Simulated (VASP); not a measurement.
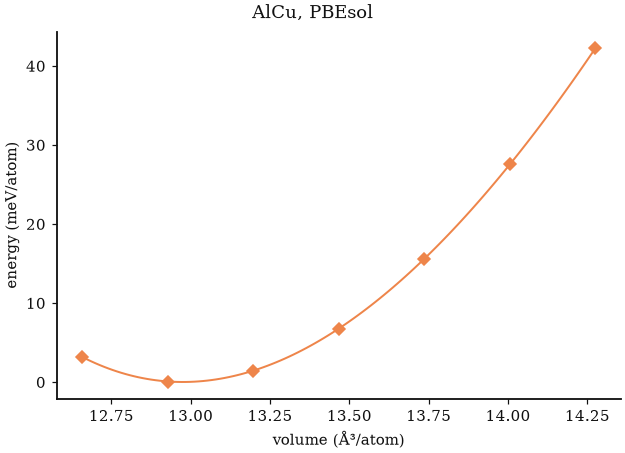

The picture above shows the energy against volume for AlCu, space group Pm-3m (No. 221).

The given structure:
```
Cu Al
1.0
     2.99751    0.00000    0.00000
     0.00000    2.99751    0.00000
     0.00000    0.00000    2.99751
Cu Al
1 1
Direct
  0.50000 0.50000 0.50000
  0.00000 0.00000 0.00000
```

Method: plane-wave DFT, no spin polarisation; energies at scaled volumes of the given cell, shape and fractions fixed, counted from the fit's minimum, third-order Birch-Murnaghan fit (VASP 6.6.1). Level: PBEsol.

- k mesh: 9×9×9
- occupations: Fermi–Dirac
- smearing width: 0.05 eV
- potentials: VASP PAW PBE potentials, recommended
- wave cutoff: 520 eV

From this curve and the settings, what does the calculation give for the pressure at the same points?

The pressure falls from 3.62 GPa at volume 12.66 Å³/atom to −9.02 GPa at 14.27 Å³/atom, and changes sign near 13.01 Å³/atom.

```tsv
volume (Å³/atom)	pressure (GPa)
12.66	3.62
12.93	0.76
13.20	-1.70
13.47	-4.32
13.74	-6.28
14.01	-7.52
14.27	-9.02
```
